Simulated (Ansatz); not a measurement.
System: HPt16Se32 (cell charge +1, with a compensating background) (cell with a defect).

HPt16Se32 (cell charge +1, with a compensating background) (cell with a defect), 49 atoms, a = 11.87 Å, b = 11.87 Å, c = 11.87 Å, α = 101.55°, β = 113.55°, γ = 113.59°.

All numbers below come from DFT PBE, scalar-relativistic, plane waves, PAW (Ansatz 0.2.0).

What can the converged valence pseudo-density and electron localisation function tell about the bonding?

Pt–Se (2.53 Å): ρ at the midpoint is about 0.56 e/Å³; the ELF is about 0.50 at the midpoint.
Pt–Se (2.55 Å): ρ is about 0.54 e/Å³ halfway; the ELF is about 0.50 at the midpoint.

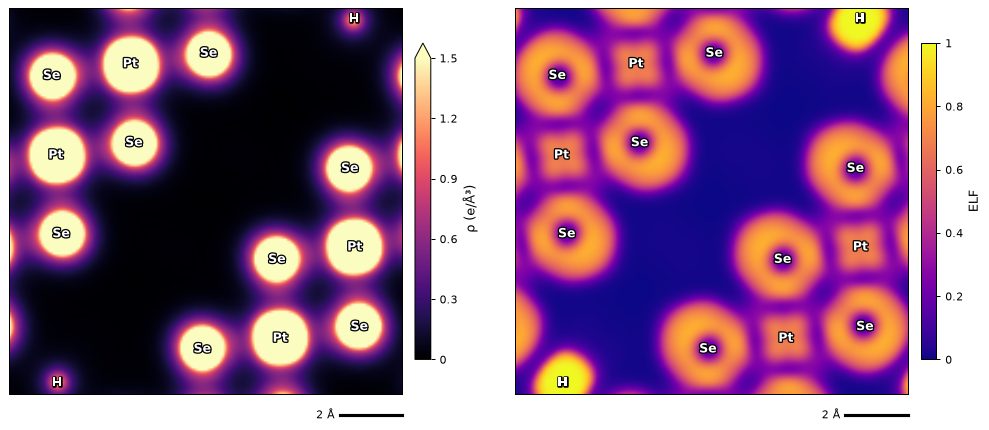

Computed valence pseudo-density and electron localisation function on the (100) plane of the calculation cell, in this order. 

The density is the valence pseudo-density of a PAW calculation; it isn't the true density close to the nuclei.
